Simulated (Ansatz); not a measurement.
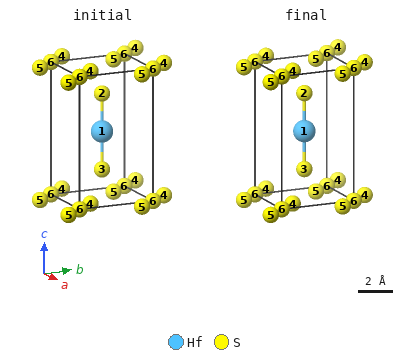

The structure of solid HfS5 (a generated structure, set up in Cmmm) before (left) and after (right) a relaxation, at one scale.

Style: ball-and-stick. Shown: the cell of the calculation, slightly off an axis.

These are results of DFT PBE, scalar-relativistic, plane waves, PAW (Ansatz), not measurements. (plane-wave cutoff 420 eV; k-point mesh 8 × 8 × 6; occupations gaussian; smearing width 0.1 eV; no spin polarisation; cell and atoms relaxed; force threshold 0.01 eV/Å; at most 80 steps)

Summarise the run.

Answer. The largest moves relative to the cell, 0.011 Å, are those of S4 and S5. S4 goes along [1 −1 0]. Hf stays in place. Cell: a = b 5.200 → 5.151 Å (−0.9 %), c 8.109 → 8.135 Å (+0.3 %), γ 102.4° → 104.5°. Volume −2.4 %. The space group stays Cmmm (No. 65). Over 4 accepted moves (5 points after the start) the energy falls by 0.8 meV per atom. Largest force component: 0.0086 eV/Å at the start, 0.0051 eV/Å at the end. Pressure: 0.08 GPa at the start and 0.01 GPa at the end. At 1 point the geometry stayed and the basis and grid were re-selected for the new cell (energy shift of less than 0.05 meV per atom at most each time). The run took 8.2 min on 1 thread of Intel(R) Xeon(R) Processor @ 2.50GHz (Skylake/Cascade Lake), with other jobs on the host, peak memory 0.76 GiB.

Limits of the set-up: layers or molecules are held without a dispersion correction, so their spacing is unreliable.
